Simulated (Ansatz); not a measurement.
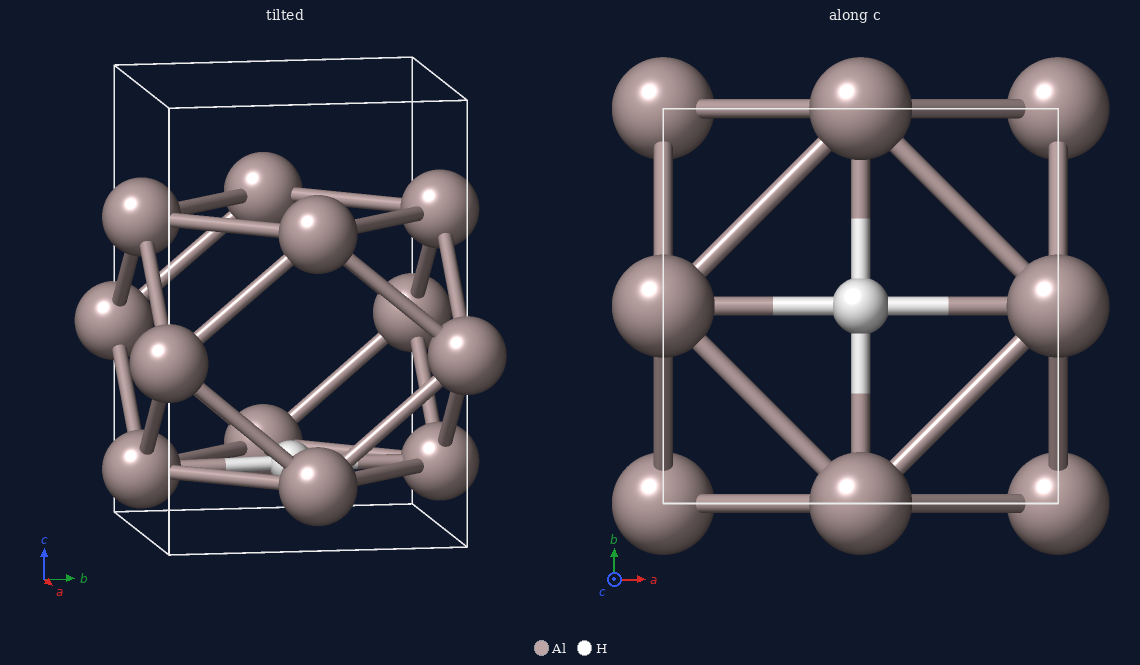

The image is a ball-and-stick drawing of a crystal, viewed slightly off an axis and along the c axis. Thin lines show the conventional unit cell, with boundary atoms drawn in all their periodic places. Cell: a = 4.10 Å, b = 4.10 Å, c = 6.11 Å, α = 90.00°, β = 90.00°, γ = 90.00°.

The initial geometry was a random cell made by a generator, so it need not be a real form of the compound. Earlier steps of the study, as a rule a relaxation of our own, may have changed the cell and positions, so they can lie some per cent off the listed ones. Ansatz was used for an electronic-structure calculation on it.

Summary of the structure:

Answer. The solid is Al$_{5}$H. It is primitive tetragonal, space group P4mm (No. 99). In the cell are 5 Al, 1 H, which makes 1 formula unit. Counting atoms within bonding range gives coordination numbers of Al 7 to 9 (mean 8.0) and H 4.

All computed values are from DFT PBE, scalar-relativistic, plane waves, PAW in Ansatz 0.2.0. Settings: a kinetic-energy cutoff of 420 eV, a 10×10×6 k-point grid, Gaussian smearing of 0.1 eV, no spin polarisation.

Classify it as metallic or gapped, with the value.

Answer. A metal: bands cross the Fermi level.

How charged are the atoms, by the Bader scheme?

Answer. Al -0.21 to +0.49 e; H -0.86 e.

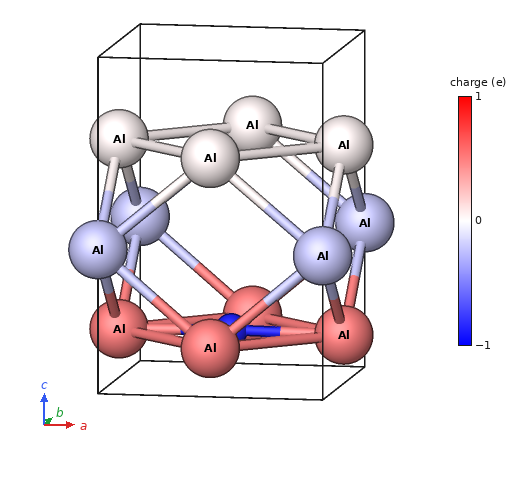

The atoms coloured by those charges. The run's cell of 6 atoms is drawn.

Do the forces and the stress vanish for this geometry?

Answer. Yes. All forces vanish to within 0.01 eV/Å. The pressure is 0.0 GPa, close to zero.
